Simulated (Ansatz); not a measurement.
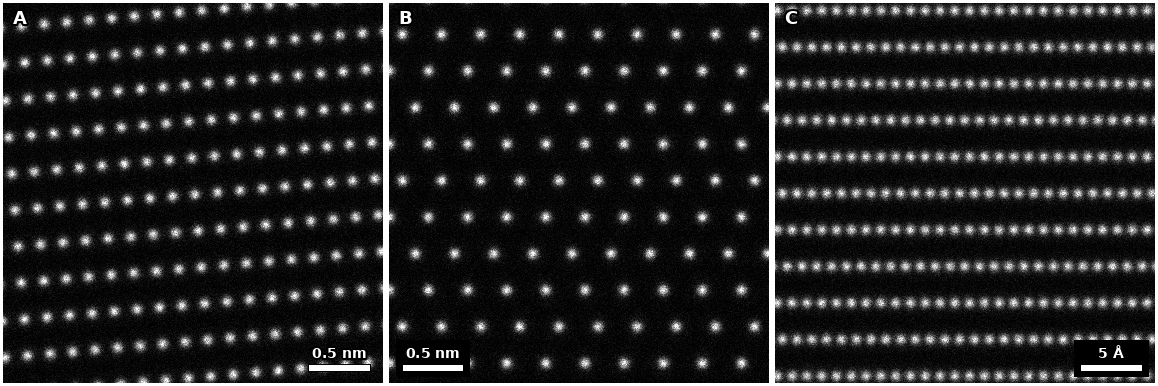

Three views of Sm (P6_3/mmc, No. 194) along different zone axes. The image is simulated as a sum over atoms of Z^1.7, blurred by a 0.64 Å probe (no channelling). The probe carries 25 % of its weight in a tail 2.5 times as wide. Shot noise was added. Structure: a calculation's starting geometry; the starting structure was generated, so it need not be a known form of this composition.

```
Sm
1.0
     3.80631    0.00000    0.00000
    -1.90316    3.29636    0.00000
     0.00000    0.00000   12.31241
Sm
4
Direct
  0.00000 0.00000 0.00000
  0.00000 0.00000 0.50000
  0.33333 0.66667 0.25000
  0.66667 0.33333 0.75000
```

Match the panels to the zone axes [100], [210] and [310].

A is [210]: projected cell 1.90 × 3.08 Å, 90°, plane group p2mm. B is [100]: projected cell 3.30 × 12.31 Å, 90°, plane group p2mg. C is [310]: projected cell 1.25 × 12.31 Å, 90°, plane group p2mg.
